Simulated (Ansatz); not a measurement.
## Geometry relaxation of Si54C (part 1 of 5)

The run: geometry relaxation of Si54C (defect cell, 55 atoms in the cell). Method and program: DFT PBE, scalar-relativistic, plane waves, PAW, no spin polarisation (Ansatz 0.2.0).

The structure derives from an entry of the Crystallography Open Database.

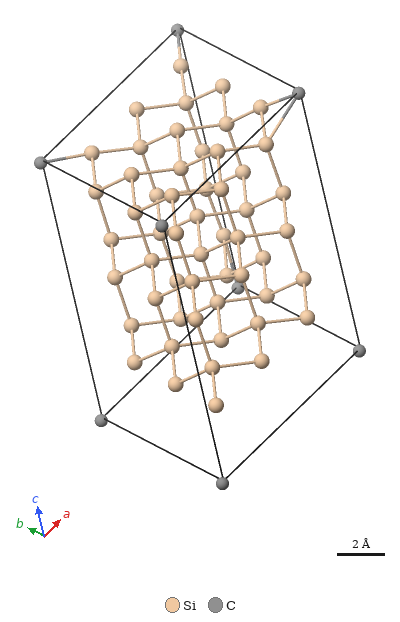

The starting structure (ball-and-stick view of the cell of the calculation, seen slightly off an axis).

### Results in brief

| quantity | value |
| --- | --- |
| outcome | converged |
| electrons treated | 220 |
| free energy | −34580.5272 eV |
| Fermi energy | 6.570 eV |
| gap on the k-point mesh | 0.30 eV |
| final volume | 1104.56 Å³ |
| largest force (length of the vector) at the end | 0.006 eV/Å |
| hardware | 4 threads of Intel Xeon @ 2.70GHz, 189 GiB of memory available, shared host |
| wall time | 12 min (CPU time 44 min) |
| peak memory | 4.8 GiB |

### Input file
```yaml
crystal:
  lattice:
    - [-8.2045150572, 8.2045150572, 0.0]
    - [0.0, 8.2045150572, -8.2045150572]
    - [-8.2045150572, 0.0, -8.2045150572]
  atoms:
    - { symbol: Si, position: [0.2539999789, 0.915412398, 0.9172155089] }
    - { symbol: Si, position: [0.25, 0.5833333333, 0.9166666667] }
    - { symbol: Si, position: [0.25, 0.9166666667, 0.5833333333] }
    - { symbol: Si, position: [0.25, 0.25, 0.9166666667] }
    - { symbol: Si, position: [0.25, 0.5833333333, 0.5833333333] }
    - { symbol: Si, position: [0.25, 0.9166666667, 0.25] }
    - { symbol: Si, position: [0.25, 0.25, 0.5833333333] }
    - { symbol: Si, position: [0.25, 0.5833333333, 0.25] }
    - { symbol: Si, position: [0.25, 0.25, 0.25] }
    - { symbol: Si, position: [0.5833333333, 0.9166666667, 0.9166666667] }
    - { symbol: Si, position: [0.5833333333, 0.5833333333, 0.9166666667] }
    - { symbol: Si, position: [0.5833333333, 0.9166666667, 0.5833333333] }
    - { symbol: Si, position: [0.5833333333, 0.25, 0.9166666667] }
    - { symbol: Si, position: [0.5833333333, 0.5833333333, 0.5833333333] }
    - { symbol: Si, position: [0.5833333333, 0.9166666667, 0.25] }
    - { symbol: Si, position: [0.5833333333, 0.25, 0.5833333333] }
    - { symbol: Si, position: [0.5833333333, 0.5833333333, 0.25] }
    - { symbol: Si, position: [0.5833333333, 0.25, 0.25] }
    - { symbol: Si, position: [0.9150283476, 0.9295157226, 0.9108919719] }
    - { symbol: Si, position: [0.9166666667, 0.5833333333, 0.9166666667] }
    - { symbol: Si, position: [0.9166666667, 0.9166666667, 0.5833333333] }
    - { symbol: Si, position: [0.9056041733, 0.2552690194, 0.9205624748] }
    - { symbol: Si, position: [0.9166666667, 0.5833333333, 0.5833333333] }
    - { symbol: Si, position: [0.924394307, 0.9162069475, 0.2517911779] }
    - { symbol: Si, position: [0.9166666667, 0.25, 0.5833333333] }
    - { symbol: Si, position: [0.9166666667, 0.5833333333, 0.25] }
    - { symbol: Si, position: [0.9166666667, 0.25, 0.25] }
    - { symbol: Si, position: [0.1660012101, 0.8361689192, 0.169699893] }
    - { symbol: Si, position: [0.1666666667, 0.5, 0.1666666667] }
    - { symbol: Si, position: [0.1728746168, 0.8322654078, 0.8294862622] }
    - { symbol: Si, position: [0.1666666667, 0.1666666667, 0.1666666667] }
    - { symbol: Si, position: [0.1666666667, 0.5, 0.8333333333] }
    - { symbol: Si, position: [0.1666666667, 0.8333333333, 0.5] }
    - { symbol: Si, position: [0.1713582163, 0.1687806399, 0.8308455021] }
    - { symbol: Si, position: [0.1666666667, 0.5, 0.5] }
    - { symbol: Si, position: [0.1666666667, 0.1666666667, 0.5] }
    - { symbol: Si, position: [0.5, 0.8333333333, 0.1666666667] }
    - { symbol: Si, position: [0.5, 0.5, 0.1666666667] }
    - { symbol: Si, position: [0.5, 0.8333333333, 0.8333333333] }
    - { symbol: Si, position: [0.5, 0.1666666667, 0.1666666667] }
    - { symbol: Si, position: [0.5, 0.5, 0.8333333333] }
    - { symbol: Si, position: [0.5, 0.8333333333, 0.5] }
    - { symbol: Si, position: [0.5, 0.1666666667, 0.8333333333] }
    - { symbol: Si, position: [0.5, 0.5, 0.5] }
    - { symbol: Si, position: [0.5, 0.1666666667, 0.5] }
    - { symbol: Si, position: [0.835777859, 0.8331899284, 0.162902708] }
    - { symbol: Si, position: [0.8333333333, 0.5, 0.1666666667] }
    - { symbol: Si, position: [0.8333333333, 0.8333333333, 0.8333333333] }
    - { symbol: Si, position: [0.8318776142, 0.1660850456, 0.164359978] }
    - { symbol: Si, position: [0.8333333333, 0.5, 0.8333333333] }
    - { symbol: Si, position: [0.8333333333, 0.8333333333, 0.5] }
    - { symbol: Si, position: [0.8265447739, 0.1625861873, 0.8401762055] }
    - { symbol: Si, position: [0.8333333333, 0.5, 0.5] }
    - { symbol: Si, position: [0.8333333333, 0.1666666667, 0.5] }
    - { symbol: C, position: [-0.0031593682, 0.0114172026, -0.011876006] }
  host:
    lattice:
      - [0.0, 2.7348383524, 2.7348383524]
      - [2.7348383524, 0.0, 2.7348383524]
      - [2.7348383524, 2.7348383524, 0.0]
    atoms:
      - { symbol: Si, position: [0.75, 0.75, 0.75] }
      - { symbol: Si, position: [0.5, 0.5, 0.5] }
basis:
  ecutwfc: 420
  xc_grid: 2
kpoints:
  mp_grid: { grid: [2, 2, 2], shift: [0.0, 0.0, 0.0] }
hamiltonian:
  xc: pbe
scf:
  occupations: { method: gaussian, width: 0.01 }
output:
  forces: true
  stress: false
  eigenvalues: true
  charged_corrections:
    defect_position: [0.0, 0.0, 0.0]
    epsilon: [[12.9813, 0.0, 0.0], [0.0, 12.9813, 0.0], [0.0, 0.0, 12.9813]]
  write_density: true
  write_potential: true
  elf: true
  volumetric_format: npy
relax:
  adjacent_minimum: "off"
  f_tol: 0.025
  max_steps: 60
```

Launch command:
```bash
ansatz run input.yaml --threads 4 --pin off --max-ram 10240MiB --backend cpu --events-out ev --progress --plain --runs-dir out
```

### The program's output
```
Engine: ansatz 0.2.0, x86_64-unknown-linux-gnu
Pseudopotentials: kind: paw
Pseudopotential: Si, paw, valence charge 4, recommended cutoff 420 eV (normal), Si.paw.azcp
Pseudopotential: C, paw, valence charge 4, recommended cutoff 420 eV (normal), C.paw.azcp
Functional definition: PBE
  parameter kappa = 0.804
  parameter beta = 0.06672455060314922
  exchange = pbe_x(kappa = kappa, mu = beta*pi^2/3)
  correlation = pbe_c(beta = beta)
Crystal: 55 atoms, lattice volume = 1104.559 Å³
Basis set: ecut = 420 eV, 21595 PW (Γ), exchange–correlation on 160×160×160 points (8 copies of the dense FFT grid, shifted against one another)
Bands: 165, of which v1, the nominal top of the filled ones, is band 110 counted from 1 (109 counted from 0)
Symmetry: 1 space group operations
Space group: P1 (ITA 1), of the structure as read, at distance tolerance 1.0e-4 Å
k-points: 8
Non-local potential: Si, projectors of the file, l = 0: 2, l = 1: 2, l = 2: 2
Non-local potential: C, projectors of the file, l = 0: 2, l = 1: 2, l = 2: 1
PAW form: soft (Blöchl's): semilocal exchange-correlation on the pseudo side does not see the compensation charge
PAW one-centre angular grid: Si, 110 points (default); XC on 64 Gauss nodes
PAW one-centre angular grid: C, 110 points (default); XC on 64 Gauss nodes
Initial density: superposition of atomic densities (neutral atoms: chi_scale 0, normalization atom), corrected by the library's trained network
Initial wavefunctions: pseudopotential atomic-orbital guess
Functional: x = pbe(κ = 0.804, μ = 0.2195149727645171), c = pbe(β = 0.06672455060314922)
SCF iter   1: F=—  HF=-34577.813175 eV  |F-HF|=—  |Δ(HF+E_count)|=         —  Δρ=2.26e-3  dr2=2.22e-1  ethr=1.77e-3  ⟨swp⟩=6.4  Hψ=6365  notcnv=0  defer=198
preconditioner: auto → Resta (q_TF=auto, 2.085 Å⁻¹)  ε∞=5.5  [insulator: Δε(μ)=0.032 eV  Ē_g=7.804 eV  σ=0.010 eV  W_gap=0.98  n_scr=168 (ndim 8)  ℏωp=16.6 eV  f_vac=0.000  D(μ)=2.10/eV (n_scr^D=0)  ε∞_Penn≈5.5]
SCF iter   2: F=—  HF=-34577.795632 eV  |F-HF|=—  |Δ(HF+E_count)|=   1.75e-2  Δρ=1.02e-3  dr2=3.49e-2  ethr=1.01e-4  ⟨swp⟩=1.8  Hψ=1539  notcnv=0  defer=372
SCF iter   3: F=—  HF=-34577.792227 eV  |F-HF|=—  |Δ(HF+E_count)|=   3.41e-3  Δρ=2.27e-4  dr2=9.09e-4  ethr=1.59e-5  ⟨swp⟩=3.0  Hψ=1402  notcnv=0  defer=384
SCF iter   4: F=—  HF=-34577.792625 eV  |F-HF|=—  |Δ(HF+E_count)|=   3.98e-4  Δρ=4.82e-5  dr2=4.95e-5  ethr=4.13e-7  ⟨swp⟩=2.4  Hψ=1615  notcnv=0  defer=384
iter 5 did not close the SCF: its close was put off for the readings that it lacked (scf_convergence_deferred on its scf_iter line)
SCF iter   5: F=-34577.792636 eV  HF=-34577.792635 eV  |F-HF|=1.45e-6  |Δ(HF+E_count)|=   9.65e-6  Δρ=1.79e-5  dr2=4.94e-6  ethr=2.25e-8  ⟨swp⟩=2.0  Hψ=1727  notcnv=0  defer=384
SCF iter   6: F=-34577.792638 eV  HF=-34577.792638 eV  |F-HF|=1.68e-7  |Δ(HF+E_count)|=   3.00e-6  Δρ=7.24e-6  dr2=7.45e-7  ethr=2.25e-9  ⟨swp⟩=17.5  Hψ=11530  notcnv=0
SCF 1 converged in 6 iterations: F = -34577.792638 eV  dr2 = 7.45e-7
  greatest PAW one-centre occupation: 0.736 electrons in one spin orbital (limit 2), on the C atom at site 54 (counted from 0), in its partial waves of l = 0
relax step   1: F+E_penalty+E_count = -34577.79263769 eV  Δ(F+E_penalty+E_count) = +0.000e0 eV  max|allowed force component| = 1.816e0 eV/Å  Δτ_max = 0.0000 Å  (6 SCF iters, dr2 threshold 1.56e-5 eV, accepted)
Initial density: handed on by an earlier stage of this run
Initial wavefunctions: those handed on with the density
iter 1 solved again at ethr=9.59e-5 eV; its pass at ethr=3.10e-3 eV (dr2=2.11e-1 eV) is discarded
SCF iter   1: F=—  HF=-34578.384136 eV  |F-HF|=—  |Δ(HF+E_count)|=         —  Δρ=3.30e-3  dr2=2.21e-1  ethr=9.59e-5  ⟨swp⟩=1.6  Hψ=4004  notcnv=0  defer=384
preconditioner: auto → Resta (q_TF=auto, 2.085 Å⁻¹)  ε∞=5.5  [insulator: Δε(μ)=0.016 eV  Ē_g=7.819 eV  σ=0.010 eV  W_gap=0.73  n_scr=168 (ndim 8)  ℏωp=16.6 eV  f_vac=0.000  D(μ)=15.45/eV (n_scr^D=64)  ε∞_Penn≈5.5]
SCF iter   2: F=—  HF=-34578.351844 eV  |F-HF|=—  |Δ(HF+E_count)|=   3.23e-2  Δρ=1.46e-3  dr2=3.12e-2  ethr=9.59e-5  ⟨swp⟩=2.6  Hψ=1326  notcnv=0  defer=384
preconditioner: auto → Kerker (q_TF=auto, 2.085 Å⁻¹)  [metal: Δε(μ)=0.005 eV  Ē_g=7.820 eV  σ=0.010 eV  W_gap=0.27  n_scr=168 (ndim 8)  ℏωp=16.6 eV  f_vac=0.000  D(μ)=26.54/eV (n_scr^D=168)]
SCF iter   3: F=—  HF=-34578.347976 eV  |F-HF|=—  |Δ(HF+E_count)|=   3.87e-3  Δρ=3.22e-4  dr2=1.25e-3  ethr=1.42e-5  ⟨swp⟩=3.2  Hψ=2035  notcnv=0  defer=384
SCF iter   4: F=—  HF=-34578.348004 eV  |F-HF|=—  |Δ(HF+E_count)|=   2.84e-5  Δρ=8.63e-5  dr2=1.63e-4  ethr=5.69e-7  ⟨swp⟩=2.0  Hψ=1921  notcnv=0  defer=384
iter 5 did not close the SCF: its close was put off for the readings that it lacked (scf_convergence_deferred on its scf_iter line)
SCF iter   5: F=-34578.347986 eV  HF=-34578.348008 eV  |F-HF|=2.17e-5  |Δ(HF+E_count)|=   3.20e-6  Δρ=3.57e-5  dr2=3.85e-5  ethr=7.40e-8  ⟨swp⟩=2.9  Hψ=1749  notcnv=0  defer=384
SCF iter   6: F=-34578.348004 eV  HF=-34578.348008 eV  |F-HF|=3.52e-6  |Δ(HF+E_count)|=   3.78e-8  Δρ=1.25e-5  dr2=6.88e-6  ethr=1.75e-8  ⟨swp⟩=17.5  Hψ=12117  notcnv=0
SCF 2 converged in 6 iterations: F = -34578.348004 eV  dr2 = 6.88e-6
  greatest PAW one-centre occupation: 0.731 electrons in one spin orbital (limit 2), on the C atom at site 54 (counted from 0), in its partial waves of l = 0
relax step   2: F+E_penalty+E_count = -34578.34800400 eV  Δ(F+E_penalty+E_count) = -5.554e-1 eV  max|allowed force component| = 7.402e-1 eV/Å  Δτ_max = 0.0936 Å  (6 SCF iters, dr2 threshold 1.00e-4 eV, accepted)
[... from here on the SCF iterations and repeated set-up lines of each step are left out, up to the last step ...]
SCF 3 converged in 6 iterations: F = -34578.591673 eV  dr2 = 5.58e-7
relax step   3: F+E_penalty+E_count = -34578.59167343 eV  Δ(F+E_penalty+E_count) = -2.437e-1 eV  max|allowed force component| = 1.995e-1 eV/Å  Δτ_max = 0.2000 Å  (6 SCF iters, dr2 threshold 3.42e-5 eV, accepted)
SCF 4 converged in 6 iterations: F = -34578.664739 eV  dr2 = 2.42e-7
relax step   4: F+E_penalty+E_count = -34578.66473890 eV  Δ(F+E_penalty+E_count) = -7.307e-2 eV  max|allowed force component| = 3.645e-1 eV/Å  Δτ_max = 0.1951 Å  (6 SCF iters, dr2 threshold 2.89e-6 eV, accepted)
SCF 5 converged in 6 iterations: F = -34578.847922 eV  dr2 = 8.07e-7
relax step   5: F+E_penalty+E_count = -34578.84792166 eV  Δ(F+E_penalty+E_count) = -1.832e-1 eV  max|allowed force component| = 8.645e-1 eV/Å  Δτ_max = 0.1953 Å  (6 SCF iters, dr2 threshold 9.65e-6 eV, accepted)
SCF 6 converged in 6 iterations: F = -34579.154542 eV  dr2 = 1.59e-7
relax step   6: F+E_penalty+E_count = -34579.15454181 eV  Δ(F+E_penalty+E_count) = -3.066e-1 eV  max|allowed force component| = 1.017e0 eV/Å  Δτ_max = 0.1950 Å  (6 SCF iters, dr2 threshold 1.00e-4 eV, accepted)
SCF 7 converged in 6 iterations: F = -34579.415949 eV  dr2 = 3.95e-8
relax step   7: F+E_penalty+E_count = -34579.41594932 eV  Δ(F+E_penalty+E_count) = -2.614e-1 eV  max|allowed force component| = 6.183e-1 eV/Å  Δτ_max = 0.1924 Å  (6 SCF iters, dr2 threshold 1.00e-4 eV, accepted)
SCF 8 converged in 6 iterations: F = -34579.665030 eV  dr2 = 2.55e-7
relax step   8: F+E_penalty+E_count = -34579.66502994 eV  Δ(F+E_penalty+E_count) = -2.491e-1 eV  max|allowed force component| = 9.099e-1 eV/Å  Δτ_max = 0.1949 Å  (6 SCF iters, dr2 threshold 1.00e-4 eV, accepted)
SCF 9 converged in 6 iterations: F = -34579.903979 eV  dr2 = 5.66e-7
relax step   9: F+E_penalty+E_count = -34579.90397940 eV  Δ(F+E_penalty+E_count) = -2.389e-1 eV  max|allowed force component| = 9.213e-1 eV/Å  Δτ_max = 0.1947 Å  (6 SCF iters, dr2 threshold 1.00e-4 eV, accepted)
SCF 10 converged in 5 iterations: F = -34580.125977 eV  dr2 = 3.40e-5
relax step  10: F+E_penalty+E_count = -34580.12597734 eV  Δ(F+E_penalty+E_count) = -2.220e-1 eV  max|allowed force component| = 8.334e-1 eV/Å  Δτ_max = 0.1974 Å  (5 SCF iters, dr2 threshold 1.00e-4 eV, accepted)
SCF 11 converged in 5 iterations: F = -34580.297425 eV  dr2 = 3.84e-5
relax step  11: F+E_penalty+E_count = -34580.29742548 eV  Δ(F+E_penalty+E_count) = -1.714e-1 eV  max|allowed force component| = 3.770e-1 eV/Å  Δτ_max = 0.1940 Å  (5 SCF iters, dr2 threshold 1.00e-4 eV, accepted)
SCF 12 converged in 6 iterations: F = -34580.366890 eV  dr2 = 3.90e-6
relax step  12: F+E_penalty+E_count = -34580.36688955 eV  Δ(F+E_penalty+E_count) = -6.946e-2 eV  max|allowed force component| = 8.166e-1 eV/Å  Δτ_max = 0.1957 Å  (6 SCF iters, dr2 threshold 2.91e-5 eV, accepted)
SCF 13 converged in 6 iterations: F = -34580.397999 eV  dr2 = 2.32e-6
relax step  13: F+E_penalty+E_count = -34580.39799917 eV  Δ(F+E_penalty+E_count) = -3.111e-2 eV  max|allowed force component| = 1.183e0 eV/Å  Δτ_max = 0.2000 Å  (6 SCF iters, dr2 threshold 1.00e-4 eV, accepted)
SCF 14 converged in 6 iterations: F = -34580.514955 eV  dr2 = 2.24e-6
relax step  14: F+E_penalty+E_count = -34580.51495529 eV  Δ(F+E_penalty+E_count) = -1.170e-1 eV  max|allowed force component| = 1.355e-1 eV/Å  Δτ_max = 0.2000 Å  (6 SCF iters, dr2 threshold 1.00e-4 eV, accepted)
SCF 15 converged in 6 iterations: F = -34580.521229 eV  dr2 = 3.07e-7
relax step  15: F+E_penalty+E_count = -34580.52122889 eV  Δ(F+E_penalty+E_count) = -6.274e-3 eV  max|allowed force component| = 8.314e-2 eV/Å  Δτ_max = 0.0652 Å  (6 SCF iters, dr2 threshold 1.15e-6 eV, accepted)
SCF 16 converged in 7 iterations: F = -34580.526997 eV  dr2 = 7.92e-9
relax step  16: F+E_penalty+E_count = -34580.52699661 eV  Δ(F+E_penalty+E_count) = -5.768e-3 eV  max|allowed force component| = 1.963e-2 eV/Å  Δτ_max = 0.0295 Å  (7 SCF iters, accepted)
SCF 17 converged in 6 iterations: F = -34580.526839 eV  dr2 = 3.43e-8
relax step  17: F+E_penalty+E_count = -34580.52683936 eV  Δ(F+E_penalty+E_count) = +1.573e-4 eV  max|allowed force component| = 4.784e-2 eV/Å  Δτ_max = 0.0278 Å  (6 SCF iters, rejected (line search))
SCF iter   1: F=—  HF=-34580.527420 eV  |F-HF|=—  |Δ(HF+E_count)|=         —  Δρ=4.23e-4  dr2=1.80e-3  ethr=7.59e-6  ⟨swp⟩=3.1  Hψ=2568  notcnv=0  defer=394
preconditioner: auto → Resta (q_TF=auto, 2.085 Å⁻¹)  ε∞=5.5  [insulator: Δε(μ)=0.297 eV  Ē_g=7.855 eV  σ=0.010 eV  W_gap=1.00  n_scr=168 (ndim 8)  ℏωp=16.6 eV  f_vac=0.000  D(μ)=0.00/eV (n_scr^D=0)  ε∞_Penn≈5.5]
SCF iter   2: F=—  HF=-34580.526938 eV  |F-HF|=—  |Δ(HF+E_count)|=   4.83e-4  Δρ=1.95e-4  dr2=3.73e-4  ethr=8.17e-7  ⟨swp⟩=2.0  Hψ=2401  notcnv=0  defer=394
SCF iter   3: F=—  HF=-34580.526833 eV  |F-HF|=—  |Δ(HF+E_count)|=   1.05e-4  Δρ=3.48e-5  dr2=1.36e-5  ethr=1.70e-7  ⟨swp⟩=2.0  Hψ=1808  notcnv=0  defer=394
SCF iter   4: F=—  HF=-34580.527172 eV  |F-HF|=—  |Δ(HF+E_count)|=   3.39e-4  Δρ=1.83e-5  dr2=6.66e-6  ethr=6.19e-9  ⟨swp⟩=2.4  Hψ=1806  notcnv=0  defer=394
SCF iter   5: F=—  HF=-34580.527172 eV  |F-HF|=—  |Δ(HF+E_count)|=   5.60e-7  Δρ=3.14e-6  dr2=1.84e-7  ethr=3.03e-9  ⟨swp⟩=2.0  Hψ=1803  notcnv=0  defer=394
SCF iter   6: F=-34580.527172 eV  HF=-34580.527172 eV  |F-HF|=4.13e-9  |Δ(HF+E_count)|=   8.17e-8  Δρ=9.53e-7  dr2=1.95e-8  ethr=4.55e-11  ⟨swp⟩=15.2  Hψ=10008  notcnv=0
SCF 18 converged in 6 iterations: F = -34580.527172 eV  dr2 = 1.95e-8
relax step  18: F+E_penalty+E_count = -34580.52717187 eV  Δ(F+E_penalty+E_count) = -1.753e-4 eV  max|allowed force component| = 4.793e-3 eV/Å  Δτ_max = 0.0078 Å  (6 SCF iters, accepted)
```

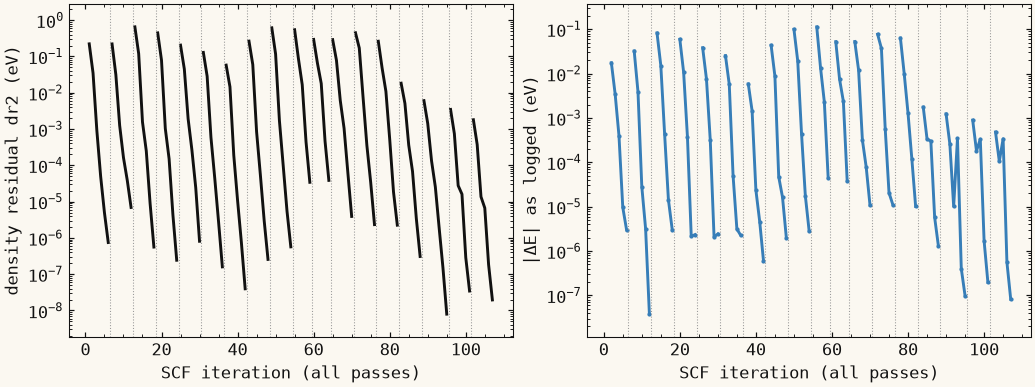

Convergence of the self-consistent field: density residual dr2 and size of the energy change against the SCF iteration. The dotted lines part the SCF passes of the relaxation: geometry steps, rejected trials and re-solves on a re-selected basis. The 18 passes take 5 to 7 iterations each, 107 in all.

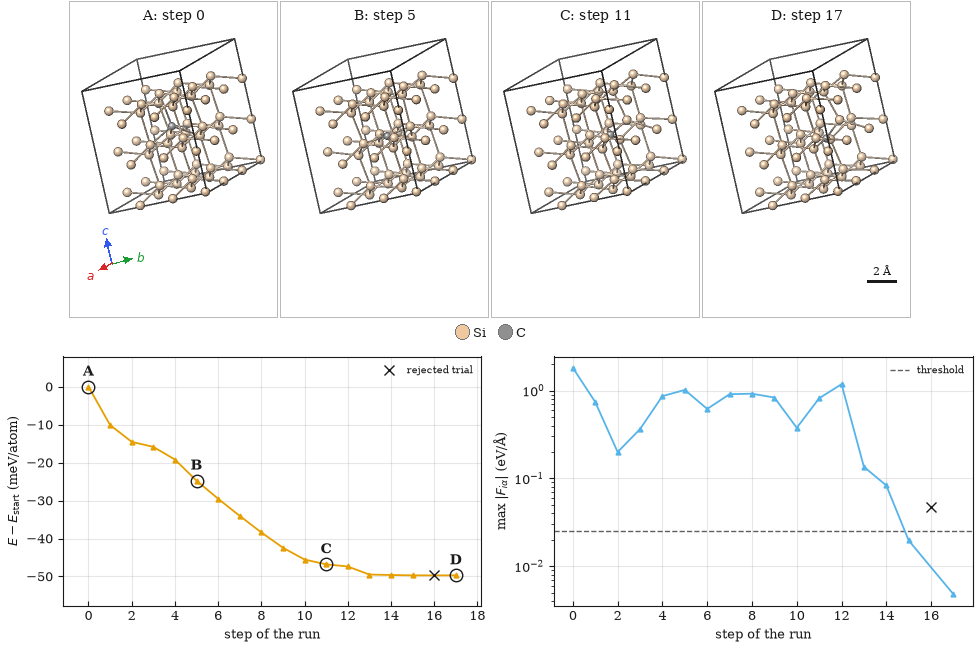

Frames of the relaxation (ball-and-stick view of the cell of the calculation (origin shifted), seen slightly off an axis) above the curves, on which the letters mark them (the first geometry is step 0 here and step 1 in the log).
